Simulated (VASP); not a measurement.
Geometry relaxation, with input and output: ZnSe (part 2 of 2)

ZnSe (F-43m, 2 atoms in the cell); Kohn-Sham DFT of a periodic cell, PBE, VASP PAW PBE potentials, minimal, no spin polarisation (VASP 6.6.1); cutoff 300 eV, 4×4×4 k-mesh, Gaussian smearing of 0.03 eV. The structure derives from an entry of the Crystallography Open Database.

Geometry of the input (Å; fractional positions):
```
0.0000  2.8338  2.8338
2.8338  0.0000  2.8338
2.8338  2.8338  0.0000
Zn 0.0000  0.0000  0.0000
Se 0.2500  0.2500  0.2500
```

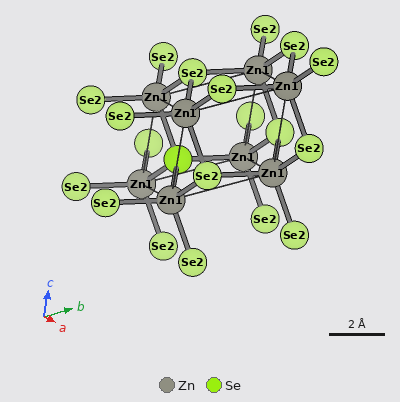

Fig. 1: The geometry at step 2 of the log (ball-and-stick view of the cell of the calculation, seen slightly off an axis; neighbours outside the cell are drawn fainter; atoms are numbered from 1 in the order of the input).

**Parts of OUTCAR, continued**
```
 -----------------------------------------------------------------------------
  energy-cutoff  :      300.00
  volume of cell :       45.51
      direct lattice vectors                 reciprocal lattice vectors
     0.000000000  2.833800000  2.833800000    -0.176441527  0.176441527  0.176441527
     2.833800000  0.000000000  2.833800000     0.176441527 -0.176441527  0.176441527
     2.833800000  2.833800000  0.000000000     0.176441527  0.176441527 -0.176441527

 POSITION                                       TOTAL-FORCE (eV/Angst)
 -----------------------------------------------------------------------------------
      0.00000      0.00000      0.00000        -0.000000     -0.000000     -0.000000
      1.41690      1.41690      1.41690         0.000000      0.000000      0.000000
 -----------------------------------------------------------------------------------
    total drift:                               -0.000006     -0.000006     -0.000005

  FREE ENERGIE OF THE ION-ELECTRON SYSTEM (eV)
  ---------------------------------------------------
  free  energy   TOTEN  =        -5.9522928916 eV

  energy  without entropy=       -5.9522928916  energy(sigma->0) =       -5.95229289

--------------------------------------- Ionic step        2  -------------------------------------------

 number of electron      17.9999943 magnetization

------------------------ aborting loop because EDIFF is reached ----------------------------------------

  FORCE on cell =-STRESS in cart. coord.  units (eV):
  Direction    XX          YY          ZZ          XY          YZ          ZX
  --------------------------------------------------------------------------------------
  -------------------------------------------------------------------------------------
  Total       -0.2101777     -0.2101777     -0.2101777      0.0000000      0.0000000     -0.0000000
  in kB       -7.0164470     -7.0164470     -7.0164470      0.0000000      0.0000000     -0.0000000
  external PRESSURE =      -7.0164470 kB  Pullay stress =       0.0000000 kB

 VOLUME and BASIS-vectors are now :
 -----------------------------------------------------------------------------
  energy-cutoff  :      300.00
  volume of cell :       47.99
      direct lattice vectors                 reciprocal lattice vectors
    -0.000000000  2.884363578  2.884363578    -0.173348465  0.173348465  0.173348465
     2.884363578 -0.000000000  2.884363578     0.173348465 -0.173348465  0.173348465
     2.884363578  2.884363578 -0.000000000     0.173348465  0.173348465 -0.173348465

 POSITION                                       TOTAL-FORCE (eV/Angst)
 -----------------------------------------------------------------------------------
      5.76873      5.76873      5.76873        -0.000000      0.000000     -0.000000
      1.44218      1.44218      1.44218         0.000000     -0.000000      0.000000
 -----------------------------------------------------------------------------------
    total drift:                               -0.000008     -0.000008     -0.000008

  FREE ENERGIE OF THE ION-ELECTRON SYSTEM (eV)
  ---------------------------------------------------
  free  energy   TOTEN  =        -5.9656357089 eV

  energy  without entropy=       -5.9656357089  energy(sigma->0) =       -5.96563571

--------------------------------------- Ionic step        3  -------------------------------------------

 number of electron      17.9999943 magnetization

------------------------ aborting loop because EDIFF is reached ----------------------------------------

  FORCE on cell =-STRESS in cart. coord.  units (eV):
  Direction    XX          YY          ZZ          XY          YZ          ZX
  --------------------------------------------------------------------------------------
  -------------------------------------------------------------------------------------
  Total        0.0330997      0.0330997      0.0330997      0.0000000      0.0000000     -0.0000000
  in kB        1.1189901      1.1189901      1.1189901      0.0000000      0.0000000     -0.0000000
  external PRESSURE =       1.1189901 kB  Pullay stress =       0.0000000 kB

 VOLUME and BASIS-vectors are now :
 -----------------------------------------------------------------------------
  energy-cutoff  :      300.00
  volume of cell :       47.39
      direct lattice vectors                 reciprocal lattice vectors
    -0.000000000  2.872274625  2.872274625    -0.174078062  0.174078062  0.174078062
     2.872274625 -0.000000000  2.872274625     0.174078062 -0.174078062  0.174078062
     2.872274625  2.872274625 -0.000000000     0.174078062  0.174078062 -0.174078062

 POSITION                                       TOTAL-FORCE (eV/Angst)
 -----------------------------------------------------------------------------------
      0.00000      0.00000      0.00000        -0.000000      0.000000     -0.000000
      1.43614      1.43614      1.43614         0.000000     -0.000000      0.000000
 -----------------------------------------------------------------------------------
    total drift:                               -0.000006     -0.000006     -0.000006

  FREE ENERGIE OF THE ION-ELECTRON SYSTEM (eV)
  ---------------------------------------------------
  free  energy   TOTEN  =        -5.9670105248 eV

  energy  without entropy=       -5.9670105248  energy(sigma->0) =       -5.96701052

--------------------------------------- Ionic step        4  -------------------------------------------

 number of electron      17.9999943 magnetization

------------------------ aborting loop because EDIFF is reached ----------------------------------------

  FORCE on cell =-STRESS in cart. coord.  units (eV):
  Direction    XX          YY          ZZ          XY          YZ          ZX
  --------------------------------------------------------------------------------------
  -------------------------------------------------------------------------------------
  Total       -0.0206964     -0.0206964     -0.0206964      0.0000000      0.0000000      0.0000000
  in kB       -0.6984760     -0.6984760     -0.6984760      0.0000000      0.0000000      0.0000000
  external PRESSURE =      -0.6984760 kB  Pullay stress =       0.0000000 kB

 VOLUME and BASIS-vectors are now :
 -----------------------------------------------------------------------------
  energy-cutoff  :      300.00
  volume of cell :       47.47
      direct lattice vectors                 reciprocal lattice vectors
    -0.000000000  2.873919415  2.873919415    -0.173978434  0.173978434  0.173978434
     2.873919415 -0.000000000  2.873919415     0.173978434 -0.173978434  0.173978434
     2.873919415  2.873919415 -0.000000000     0.173978434  0.173978434 -0.173978434

 POSITION                                       TOTAL-FORCE (eV/Angst)
 -----------------------------------------------------------------------------------
      5.74784      5.74784      5.74784         0.000000      0.000000      0.000000
      1.43696      1.43696      1.43696        -0.000000     -0.000000     -0.000000
 -----------------------------------------------------------------------------------
    total drift:                               -0.000006     -0.000006     -0.000006

  FREE ENERGIE OF THE ION-ELECTRON SYSTEM (eV)
  ---------------------------------------------------
  free  energy   TOTEN  =        -5.9669854195 eV

  energy  without entropy=       -5.9669854195  energy(sigma->0) =       -5.96698542

--------------------------------------- Ionic step        5  -------------------------------------------

 number of electron      17.9999943 magnetization

 Free energy of the ion-electron system (eV)
  ---------------------------------------------------
  ext. energy  EPLUGINS =         0.00000000
  ---------------------------------------------------
  free energy    TOTEN  =        -5.96700421 eV

  energy without entropy =       -5.96700421  energy(sigma->0) =       -5.96700421

 E-fermi :   1.5088     XC(G=0):  -9.1207     alpha+bet : -6.9133

 val. band max:        1.3011347350   @ k =   0.0000   0.0000   0.0000
 cond. band min:       2.4088060717   @ k =   0.0000   0.0000   0.0000
 fundamental gap:      1.1076713367
 Fermi energy:         1.5088361034

 k-point     1 :       0.0000    0.0000    0.0000
  band No.  band energies     occupation
      1     -11.6998      2.00000
      2      -5.1163      2.00000
      3      -5.1163      2.00000
      4      -5.1163      2.00000
      5      -4.7842      2.00000
      6      -4.7842      2.00000
      7       1.3011      2.00000
      8       1.3011      2.00000
      9       1.3011      2.00000
     10       2.4088      0.00000
     11       7.0848      0.00000
     12       7.0848      0.00000
     13       7.0849      0.00000

 k-point     2 :       0.2500    0.0000    0.0000
  band No.  band energies     occupation
      1     -11.3655      2.00000
      2      -5.0703      2.00000
      3      -5.0703      2.00000
      4      -5.0489      2.00000
      5      -4.7838      2.00000
      6      -4.7838      2.00000
      7      -1.6544      2.00000
      8       0.8556      2.00000
      9       0.8556      2.00000
     10       3.9194      0.00000
     11       7.6925      0.00000
     12       7.6925      0.00000
     13       7.7413      0.00000

 k-point     3 :       0.5000    0.0000    0.0000
  band No.  band energies     occupation
      1     -10.9754      2.00000
      2      -5.0367      2.00000
      3      -5.0367      2.00000
      4      -4.7674      2.00000
      5      -4.7674      2.00000
      6      -4.6388      2.00000
      7      -3.6849      2.00000
      8       0.4879      2.00000
      9       0.4879      2.00000
     10       3.7495      0.00000
     11       7.6633      0.00000
     12       7.6633      0.00000
     13       9.7487      0.00000

 k-point     4 :       0.2500    0.2500    0.0000
  band No.  band energies     occupation
      1     -11.2533      2.00000
      2      -5.1130      2.00000
      3      -5.0155      2.00000
      4      -5.0155      2.00000
      5      -4.8058      2.00000
      6      -4.7623      2.00000
      7      -1.5264      2.00000
      8       0.1323      2.00000
      9       0.1323      2.00000
     10       5.0983      0.00000
     11       5.3272      0.00000
     12       9.1994      0.00000
     13       9.1995      0.00000

 k-point     5 :       0.5000    0.2500    0.0000
  band No.  band energies     occupation
      1     -10.8603      2.00000
      2      -5.0327      2.00000
      3      -4.9629      2.00000
      4      -4.8693      2.00000
      5      -4.7596      2.00000
      6      -4.6502      2.00000
      7      -3.1270      2.00000
      8      -1.0037      2.00000
      9      -0.1890      2.00000
     10       5.0148      0.00000
     11       6.7878      0.00000
     12       8.7590      0.00000
     13       9.5237      0.00000

 k-point     6 :      -0.2500    0.2500    0.0000
  band No.  band energies     occupation
      1     -10.9920      2.00000
      2      -5.0239      2.00000
      3      -5.0106      2.00000
      4      -4.8711      2.00000
      5      -4.7942      2.00000
      6      -4.7357      2.00000
      7      -2.7070      2.00000
      8      -1.0888      2.00000
      9       0.4493      2.00000
     10       5.3069      0.00000
     11       7.6184      0.00000
     12       8.0139      0.00000
     13       8.5349      0.00000

 k-point     7 :       0.5000    0.5000    0.0000
  band No.  band energies     occupation
      1     -10.7301      2.00000
      2      -5.0663      2.00000
      3      -4.8885      2.00000
      4      -4.8885      2.00000
      5      -4.7407      2.00000
      6      -4.6186      2.00000
      7      -3.2920      2.00000
      8      -0.7484      2.00000
      9      -0.7484      2.00000
     10       4.3559      0.00000
     11       4.7373      0.00000
     12      11.7450      0.00000
     13      12.2479      0.00000

 k-point     8 :      -0.2500    0.5000    0.2500
  band No.  band energies     occupation
      1     -10.7257      2.00000
      2      -5.0027      2.00000
      3      -4.9308      2.00000
      4      -4.8107      2.00000
      5      -4.8085      2.00000
      6      -4.5138      2.00000
      7      -3.2055      2.00000
      8      -1.3052      2.00000
      9      -1.1845      2.00000
     10       6.6452      0.00000
     11       6.7720      0.00000
     12       8.1506      0.00000
     13       8.9999      0.00000

------------------------ aborting loop because EDIFF is reached ----------------------------------------

  FORCE on cell =-STRESS in cart. coord.  units (eV):
  Direction    XX          YY          ZZ          XY          YZ          ZX
  --------------------------------------------------------------------------------------
  -------------------------------------------------------------------------------------
  Total       -0.0078322     -0.0078322     -0.0078322      0.0000000      0.0000000     -0.0000000
  in kB       -0.2645476     -0.2645476     -0.2645476      0.0000000      0.0000000     -0.0000000
  external PRESSURE =      -0.2645476 kB  Pullay stress =       0.0000000 kB

 VOLUME and BASIS-vectors are now :
 -----------------------------------------------------------------------------
  energy-cutoff  :      300.00
  volume of cell :       47.43
      direct lattice vectors                 reciprocal lattice vectors
    -0.000000000  2.873117027  2.873117027    -0.174027022  0.174027022  0.174027022
     2.873117027 -0.000000000  2.873117027     0.174027022 -0.174027022  0.174027022
     2.873117027  2.873117027 -0.000000000     0.174027022  0.174027022 -0.174027022

 POSITION                                       TOTAL-FORCE (eV/Angst)
 -----------------------------------------------------------------------------------
      0.00000      0.00000      0.00000        -0.000000      0.000000      0.000000
      1.43656      1.43656      1.43656         0.000000     -0.000000     -0.000000
 -----------------------------------------------------------------------------------
    total drift:                               -0.000006     -0.000006     -0.000006

  FREE ENERGIE OF THE ION-ELECTRON SYSTEM (eV)
  ---------------------------------------------------
  free  energy   TOTEN  =        -5.9670042084 eV

  energy  without entropy=       -5.9670042084  energy(sigma->0) =       -5.96700421

 reached required accuracy - stopping structural energy minimisation
```

**CONTCAR**
```
ZnSe
   1.00000000000000
    -0.0000000000000000    2.8731170265023120    2.8731170265023120
     2.8731170265023120   -0.0000000000000000    2.8731170265023120
     2.8731170265023120    2.8731170265023120   -0.0000000000000000
  Zn              Se
     1     1
Direct
     0.0000000000000000    0.0000000000000000    0.0000000000000000
     0.2500000000000000    0.2500000000000000    0.2500000000000000

  0.00000000E+00  0.00000000E+00  0.00000000E+00
  0.00000000E+00  0.00000000E+00  0.00000000E+00
```

**Trajectory as extended XYZ (Å, eV, eV/Å), 5 frames, from step=0 to step=4**
```
2
Lattice="0.0000 2.8338 2.8338 2.8338 0.0000 2.8338 2.8338 2.8338 0.0000" Properties=species:S:1:pos:R:3:forces:R:3 step=0 energy=-5.95229
Zn    0.0000    0.0000    0.0000    0.0000   0.0000   0.0000
Se    1.4169    1.4169    1.4169    0.0000   0.0000   0.0000
2
Lattice="-0.0000 2.8844 2.8844 2.8844 -0.0000 2.8844 2.8844 2.8844 -0.0000" Properties=species:S:1:pos:R:3:forces:R:3 step=1 energy=-5.96564
Zn    5.7687    5.7687    5.7687    0.0000   0.0000   0.0000
Se    1.4422    1.4422    1.4422    0.0000   0.0000   0.0000
2
Lattice="-0.0000 2.8723 2.8723 2.8723 -0.0000 2.8723 2.8723 2.8723 -0.0000" Properties=species:S:1:pos:R:3:forces:R:3 step=2 energy=-5.96701
Zn    0.0000    0.0000    0.0000    0.0000   0.0000   0.0000
Se    1.4361    1.4361    1.4361    0.0000   0.0000   0.0000
2
Lattice="-0.0000 2.8739 2.8739 2.8739 -0.0000 2.8739 2.8739 2.8739 -0.0000" Properties=species:S:1:pos:R:3:forces:R:3 step=3 energy=-5.96699
Zn    5.7478    5.7478    5.7478    0.0000   0.0000   0.0000
Se    1.4370    1.4370    1.4370    0.0000   0.0000   0.0000
2
Lattice="-0.0000 2.8731 2.8731 2.8731 -0.0000 2.8731 2.8731 2.8731 -0.0000" Properties=species:S:1:pos:R:3:forces:R:3 step=4 energy=-5.96700
Zn    0.0000    0.0000    0.0000    0.0000   0.0000   0.0000
Se    1.4366    1.4366    1.4366    0.0000   0.0000   0.0000
```

**Key numbers**

```csv
quantity,value
outcome,converged
space group (tolerance 0.01 Å),F-43m (216)
electrons treated,18
free energy,−5.9670 eV
Fermi energy,1.509 eV
gap on the k-point mesh,1.11 eV
pressure,−0.03 GPa
final volume,47.43 Å³
largest force (length of the vector) at the end,under 0.001 eV/Å
final cell,"a = 4.063 Å, b = 4.063 Å, c = 4.063 Å, α = 60.00°, β = 60.00°, γ = 60.00°"
hardware,"1 thread of Intel Xeon (Granite Rapids), 64 GiB of memory available, shared host"
wall time,7.2 s
peak memory,0.13 GiB
```
